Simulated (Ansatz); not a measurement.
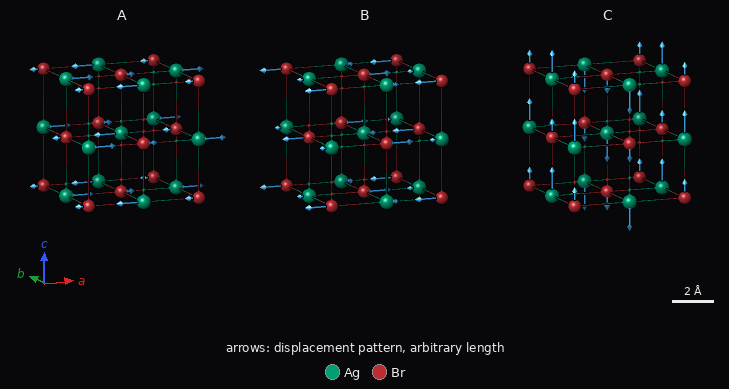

Three modes of solid AgBr at the zone centre of a doubled cell, in no order (one member of each degenerate set). Displacements are drawn as blue arrows; their common scale and sign are arbitrary. A ball-and-stick model of the conventional cell (2 times the calculation's cell), seen slightly off an axis. Lengths and directions refer to the drawn axes.

Method: DFT PBE, scalar-relativistic, plane waves, PAW in Ansatz. Settings: plane-wave cutoff 420 eV; k-point mesh 8 × 8 × 6; occupations gaussian; smearing width 0.05 eV; no spin polarisation.

Frequencies are those without the non-analytic (LO–TO) term.

**Rank the modes by frequency, softest first.**

C (31 cm⁻¹), A (45 cm⁻¹), B (115 cm⁻¹). C, doubly degenerate: All motion is along c; atoms of one kind move against one another, with no net shift of any sublattice; it mainly bends the Ag–Br bonds; the kinetic energy is shared as Ag 78 %, Br 22 %. A, non-degenerate: All motion is along a; atoms of one kind move against one another, with no net shift of any sublattice; it mainly bends the Ag–Br bonds; the kinetic energy is shared as Ag 88 %, Br 12 %. B, non-degenerate: All motion is along a; atoms of one kind move against one another, with no net shift of any sublattice; of the bonds it mainly stretches Ag–Br, some lengthening while others shorten; the kinetic energy is shared as Br 88 %, Ag 12 %.
